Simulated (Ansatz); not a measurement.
**From Si to Hf**

System: Si (P6₃/mmc, 4 atoms in the cell).
Method of run A: DFT LDA, scalar-relativistic, plane waves, PAW, no spin polarisation (Ansatz 0.2.0).
System of run B: Hf (P6₃/mmc, 4 atoms in the cell).

On run A: The structure derives from a Materials Project entry. On run B: The structure was made by swapping elements on the sites of another compound; it need not be a known phase. It belongs to a series of runs on one base structure; here: Si -> Hf on all its sites, cell and atoms relaxed. Text and figures count atoms from 1; the logs count them from 0 in places.

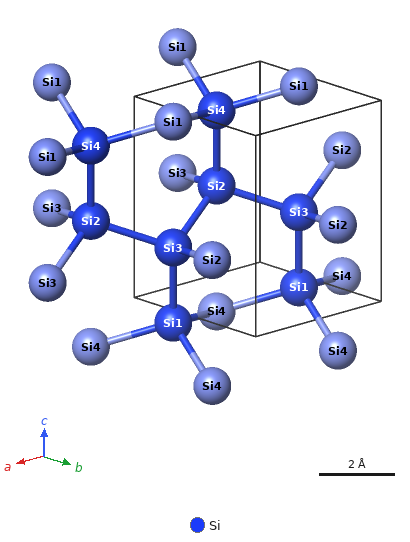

**Figure 1.** The structure (ball-and-stick view of the cell of the calculation, repeated 2 × 1 × 1, seen at an oblique angle; neighbours outside the cell are drawn fainter; atoms are numbered from 1 in the order of the input).

The input, run A:
```yaml
crystal:
  lattice:
    - [3.8313174605, 0.0, 0.0]
    - [-1.9156587303, 3.3180182508, 0.0]
    - [0.0, 0.0, 6.3326220002]
  atoms:
    - { symbol: Si, position: [0.33333333, 0.66666667, 0.0630095] }
    - { symbol: Si, position: [0.66666667, 0.33333333, 0.5630095] }
    - { symbol: Si, position: [0.33333333, 0.66666667, 0.4369905] }
    - { symbol: Si, position: [0.66666667, 0.33333333, 0.9369905] }
basis:
  ecutwfc: 420
kpoints:
  mp_grid: { grid: [6, 6, 4] }
hamiltonian:
  xc: lda
scf:
  occupations: { method: gaussian, width: 0.1 }
output:
  forces: true
  stress: true
  eigenvalues: true
```

Launched with:
```bash
ansatz run input.yaml --threads 1 --pin off --max-ram 2560MiB --backend cpu --events-out ev --progress --plain --runs-dir out
```

Hardware: 1 thread of Oxide Virtual Turin-like (Zen 5), 32 GiB of memory available, shared host.

Output, shortened to warnings, some set-up lines, iterations and results (run A):
```
Basis set: ecut = 420 eV, 1581 PW (Γ)
Symmetry: 24 space group operations
k-points: 21 of 144
Initial density: superposition of atomic densities (neutral atoms: chi_scale 0, normalization atom), corrected by the library's trained network
[...]
SCF iter   1: F=—  HF=-2434.516020 eV  |F-HF|=—  |Δ(HF+E_count)|=         —  Δρ=3.88e-3  dr2=7.35e-3  ethr=1.77e-3  ⟨swp⟩=5.9  Hψ=1763  notcnv=0
SCF iter   2: F=—  HF=-2434.514859 eV  |F-HF|=—  |Δ(HF+E_count)|=   1.16e-3  Δρ=1.80e-3  dr2=1.46e-3  ethr=4.60e-5  ⟨swp⟩=1.6  Hψ=499  notcnv=0
SCF iter   3: F=—  HF=-2434.514600 eV  |F-HF|=—  |Δ(HF+E_count)|=   2.60e-4  Δρ=1.09e-4  dr2=5.99e-6  ethr=9.14e-6  ⟨swp⟩=1.7  Hψ=326  notcnv=0
SCF iter   4: F=—  HF=-2434.514601 eV  |F-HF|=—  |Δ(HF+E_count)|=   1.10e-6  Δρ=1.44e-5  dr2=1.20e-7  ethr=3.75e-8  ⟨swp⟩=2.3  Hψ=408  notcnv=0
SCF iter   5: F=-2434.514601 eV  HF=-2434.514601 eV  |F-HF|=1.63e-9  |Δ(HF+E_count)|=   2.05e-8  Δρ=3.87e-6  dr2=5.39e-9  ethr=7.48e-10  ⟨swp⟩=2.4  Hψ=404  notcnv=0
SCF iter   6: F=-2434.514601 eV  HF=-2434.514601 eV  |F-HF|=1.46e-11  |Δ(HF+E_count)|=   2.04e-9  Δρ=2.10e-7  dr2=4.14e-11  ethr=3.37e-11  ⟨swp⟩=1.7  Hψ=781  notcnv=0
SCF 1 converged in 6 iterations: F = -2434.514601 eV  dr2 = 4.14e-11
SCF converged after 6 iterations
Free energy (F): -2434.514601 eV
Harris-Foulkes:  -2434.514601 eV  (|F-HF|=1.46e-11)
Internal energy: -2434.514429 eV  (E = F + TS)
E sigma→0 (E₀):  -2434.514515 eV
Entropy (-TS):   -0.000172 eV (-0.043 meV/atom)
Fermi energy:    6.403122 eV
--- Per-component energies (eV) ---
  E_band       = 15.086826
  E_kinetic    = 161.651353
  E_local      = -115.576416  (includes V_loc(G=0)·N_el)
  E_nonlocal   = 107.867748
  E_hartree    = 30.506546
  E_xc         = -219.065923
  E_vxc        = -188.336658  (∫ρ·V_xc dr)
  E_paw        = -1944.578329  (= ΣΔE_a)
  E_vpaw       = -11.532365  (= ΣTr[D̂ρ^β])
  E_aug_tail   = 0.000023  (compensation charges beyond the density's cutoff)
  E_ewald      = -455.656753
  E_core_change = 0.337323  (= ΣΔE_core)
  E_smearing   = -0.000172  (= −TS)
  E_closure    = 0.000000  (closes the sum)
  Σ components = -2434.514601   (vs F -2434.514601, Δ=0.00e0)
--- Forces (eV/Å), atoms counted from 1 ---
  atom   1  Si     0.00000000     0.00000000    -0.02282069
  atom   2  Si    -0.00000000    -0.00000000    -0.02282069
  atom   3  Si     0.00000000     0.00000000     0.02282069
  atom   4  Si    -0.00000000    -0.00000000     0.02282069
  max |Σ_I F_I| component: 1.04e-17 eV/Å
--- Stress (GPa, compression-positive) ---
       -1.943519       0.000000       0.000000
        0.000000      -1.943519       0.000000
        0.000000       0.000000      -2.087227
  P = ⅓ Tr σ = -1.9914 GPa (-19.914 kbar)
```

The input of run B differs as follows (lines with − go, lines with + come):
```diff
-    - [3.8313174605, 0.0, 0.0]
-    - [-1.9156587303, 3.3180182508, 0.0]
-    - [0.0, 0.0, 6.3326220002]
+    - [5.1760943002, 0.0, 0.0]
+    - [-2.5880471501, 4.4826291563, 0.0]
+    - [0.0, 0.0, 8.5621487495]
-    - { symbol: Si, position: [0.33333333, 0.66666667, 0.0630095] }
-    - { symbol: Si, position: [0.66666667, 0.33333333, 0.5630095] }
-    - { symbol: Si, position: [0.33333333, 0.66666667, 0.4369905] }
-    - { symbol: Si, position: [0.66666667, 0.33333333, 0.9369905] }
+    - { symbol: Hf, position: [0.3333333333, 0.6666666667, 0.0630332931] }
+    - { symbol: Hf, position: [0.6666666667, 0.3333333333, 0.5630332931] }
+    - { symbol: Hf, position: [0.3333333333, 0.6666666667, 0.4369667069] }
+    - { symbol: Hf, position: [0.6666666667, 0.3333333333, 0.9369667069] }
-  mp_grid: { grid: [6, 6, 4] }
+  mp_grid: { grid: [6, 6, 2] }
```

What does this change do to the results?

The total energies belong to different systems, so their difference says nothing on which is more stable or more accurate. The gap of 0.31 eV on the mesh closes. The pressure goes from −1.99 to −9.06 GPa. The largest force goes from 0.023 to 0.114 eV/Å. The volume per atom goes from 20.13 to 49.67 Å³. The SCF takes 8 iterations against 6. The irreducible k-points go from 21 to 14. The plane waves at Γ go from 1581 to 3887.

Output, shortened to warnings, some set-up lines, iterations and results (run B):
```
Basis set: ecut = 420 eV, 3887 PW (Γ)
Symmetry: 24 space group operations
k-points: 14 of 72
Initial density: superposition of atomic densities (neutral atoms: chi_scale 0, normalization atom), corrected by the library's trained network
[...]
SCF iter   1: F=—  HF=-61893.690447 eV  |F-HF|=—  |Δ(HF+E_count)|=         —  Δρ=5.42e-3  dr2=9.36e-2  ethr=1.77e-3  ⟨swp⟩=4.4  Hψ=2735  notcnv=0
SCF iter   2: F=—  HF=-61893.675515 eV  |F-HF|=—  |Δ(HF+E_count)|=   1.49e-2  Δρ=1.89e-3  dr2=4.33e-3  ethr=9.00e-5  ⟨swp⟩=3.0  Hψ=1740  notcnv=0
SCF iter   3: F=—  HF=-61893.681995 eV  |F-HF|=—  |Δ(HF+E_count)|=   6.48e-3  Δρ=1.78e-3  dr2=5.90e-3  ethr=4.16e-6  ⟨swp⟩=2.1  Hψ=1631  notcnv=0
SCF iter   4: F=—  HF=-61893.674119 eV  |F-HF|=—  |Δ(HF+E_count)|=   7.88e-3  Δρ=2.65e-4  dr2=6.23e-5  ethr=4.16e-6  ⟨swp⟩=2.0  Hψ=1601  notcnv=0
SCF iter   5: F=—  HF=-61893.674053 eV  |F-HF|=—  |Δ(HF+E_count)|=   6.62e-5  Δρ=1.11e-4  dr2=1.40e-5  ethr=5.99e-8  ⟨swp⟩=2.0  Hψ=1573  notcnv=0
SCF iter   6: F=—  HF=-61893.674054 eV  |F-HF|=—  |Δ(HF+E_count)|=   1.54e-6  Δρ=3.95e-5  dr2=2.29e-6  ethr=1.34e-8  ⟨swp⟩=2.0  Hψ=1564  notcnv=0
SCF iter   7: F=—  HF=-61893.674055 eV  |F-HF|=—  |Δ(HF+E_count)|=   2.84e-7  Δρ=1.09e-5  dr2=1.45e-7  ethr=2.20e-9  ⟨swp⟩=2.0  Hψ=945  notcnv=0
SCF iter   8: F=-61893.674055 eV  HF=-61893.674055 eV  |F-HF|=2.31e-8  |Δ(HF+E_count)|=   5.88e-8  Δρ=4.21e-6  dr2=4.18e-8  ethr=9.62e-11  ⟨swp⟩=9.0  Hψ=3479  notcnv=0
SCF 1 converged in 8 iterations: F = -61893.674055 eV  dr2 = 4.18e-8
SCF converged after 8 iterations
Free energy (F): -61893.674055 eV
Harris-Foulkes:  -61893.674055 eV  (|F-HF|=2.31e-8)
Internal energy: -61893.598366 eV  (E = F + TS)
E sigma→0 (E₀):  -61893.636210 eV
Entropy (-TS):   -0.075689 eV (-18.922 meV/atom)
Fermi energy:    6.725893 eV
--- Per-component energies (eV) ---
  E_band       = -1283.269552
  E_kinetic    = 1677.293486
  E_local      = -30331.564002  (includes V_loc(G=0)·N_el)
  E_nonlocal   = -4933.738786
  E_hartree    = 13843.236768
  E_xc         = -1173.010779
  E_vxc        = -1043.228809  (∫ρ·V_xc dr)
  E_paw        = -26739.465416  (= ΣΔE_a)
  E_vpaw       = 5661.494784  (= ΣTr[D̂ρ^β])
  E_aug_tail   = -0.000006  (compensation charges beyond the density's cutoff)
  E_ewald      = -14246.178601
  E_core_change = 9.828970  (= ΣΔE_core)
  E_smearing   = -0.075689  (= −TS)
  E_closure    = 0.000000  (closes the sum)
  Σ components = -61893.674055   (vs F -61893.674055, Δ=0.00e0)
--- Forces (eV/Å), atoms counted from 1 ---
  atom   1  Hf    -0.00000000    -0.00000000    -0.11399525
  atom   2  Hf     0.00000000     0.00000000    -0.11399525
  atom   3  Hf     0.00000000    -0.00000000     0.11399525
  atom   4  Hf     0.00000000     0.00000000     0.11399525
  max |Σ_I F_I| component: 2.78e-17 eV/Å
--- Stress (GPa, compression-positive) ---
       -9.054910      -0.000000       0.000000
        0.000000      -9.054910       0.000000
        0.000000       0.000000      -9.064813
  P = ⅓ Tr σ = -9.0582 GPa (-90.582 kbar)
```

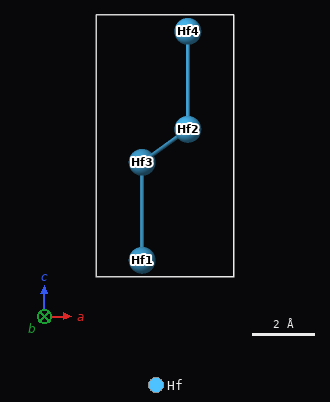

**Figure 2.** The input structure of run B (ball-and-stick view of the cell of the calculation, along the b axis; atoms are numbered from 1 in the order of the input).

The two runs side by side:

| quantity | run A | run B |
| --- | --- | --- |
| outcome | converged | converged |
| free energy per atom (eV) | −608.6287 | −15473.4185 |
| energy per atom, smearing taken to zero (eV) | −608.6286 | −15473.4091 |
| gap on the mesh (eV) | 0.31 | 0.00 |
| pressure (GPa) | −1.99 | −9.06 |
| volume per atom (Å³) | 20.13 | 49.67 |
| largest force (eV/Å) | 0.023 | 0.114 |
| SCF iterations | 6 | 8 |
| irreducible k-points | 21 | 14 |
| plane waves at Γ | 1581 | 3887 |
| wall time (shared host) | 1.5 s | 8.9 s |

For run B: Spin–orbit coupling is left out, which matters for Hf. The cell is under a tension of 9.1 GPa at this level, so it is not at its equilibrium volume.
